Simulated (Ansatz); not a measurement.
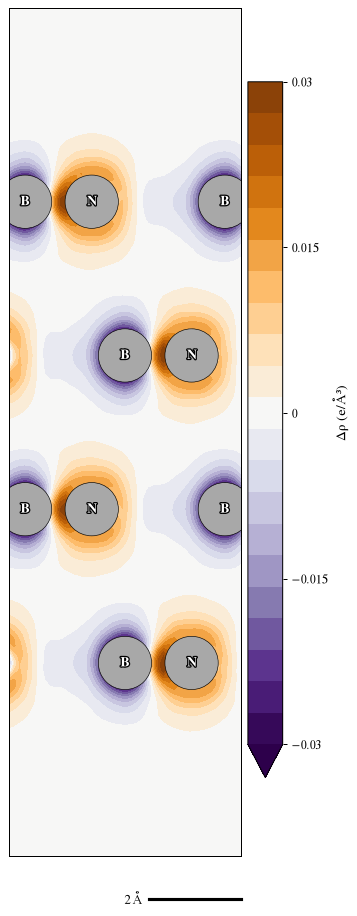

BN (slab). Difference of the valence pseudo-densities of two functionals at the same geometry, on the (11̄0) plane of the calculation cell, a cut from vacuum to vacuum: one of PBE and r2SCAN less the other.

Both computed with Ansatz (plane waves, PAW), on the same k-point mesh. Grey discs cover the atomic cores.

```
CELL_PARAMETERS angstrom
2.50519 0.00000 0.00000
1.25009 2.17100 0.00000
0.00000 0.00000 25.01845
ATOMIC_POSITIONS crystal
B 0.49989 0.49989 0.29978
N 0.83341 0.83341 0.29978
B 0.99989 0.99989 0.43326
N 0.33341 0.33341 0.43326
B 0.49989 0.49989 0.56674
N 0.83341 0.83341 0.56674
B 0.99989 0.99989 0.70022
N 0.33341 0.33341 0.70022
```

> Which was subtracted from which, and what does the map show?

It is r2SCAN less PBE. Against PBE, r2SCAN gives more density around N (+0.013 e/Å³ on average at 0.8 Å from the nucleus) and a change of +0.025 e/Å³ at the midpoint of B–N.
